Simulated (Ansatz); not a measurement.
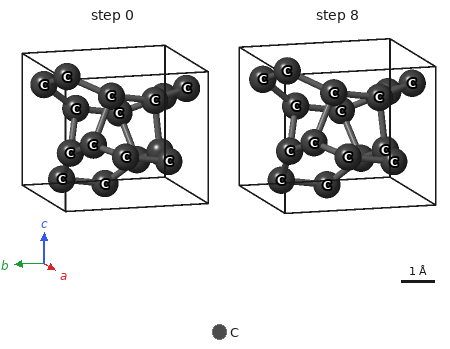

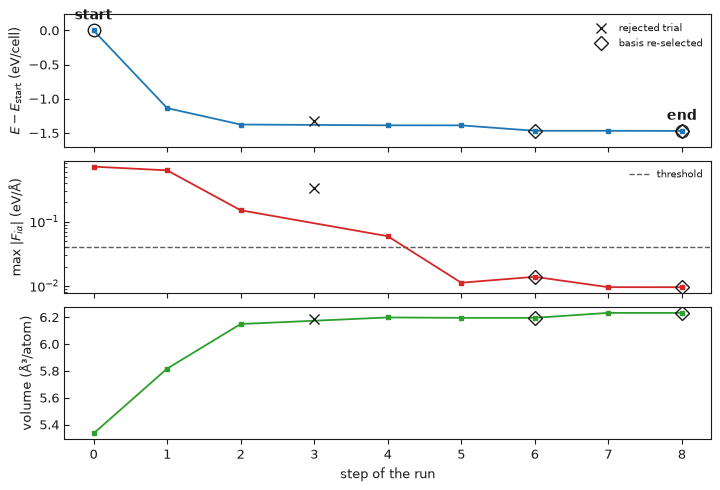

First and last geometry of a relaxation of solid C (a generated structure, set up in I-42m) (coarse preliminary run), with the history of the run. A ball-and-stick model of the conventional cell (2 times the calculation's cell), seen from a free direction. Lengths and directions refer to the drawn axes.

The calculation used Ansatz 0.2.0, DFT PBE, scalar-relativistic, plane waves, PAW. Set-up: plane-wave cutoff 420 eV; k-point mesh 6 × 6 × 6; occupations gaussian; smearing width 0.1 eV; no spin polarisation; cell and atoms relaxed; force threshold 0.04 eV/Å; at most 70 steps.

Question: Did the run converge, and what did it change?

Answer: It converged. After 5 accepted moves (8 points after the start) the energy has fallen by 1.468 eV per cell of the calculation. The largest force component goes from 0.71 to 0.0095 eV/Å. Pressure: 71.67 GPa at the start and 0.08 GPa at the end. The line search rejected the trial step at point 3 of the run. At 2 points the geometry stayed and the basis and grid were re-selected for the new cell (energy shift of 79.2 meV per cell of the calculation at most each time). The largest moves relative to the cell, 0.030 Å, are those of C atoms. Cell: a = b 4.563 → 4.812 Å (+5.5 %), c 4.100 → 4.306 Å (+5.0 %). Volume +16.8 %. Near-neighbour distances that change, for instance: C–C 1.493 → 1.579 Å, C–C 1.597 → 1.643 Å. The space group stays I-42m (No. 121).
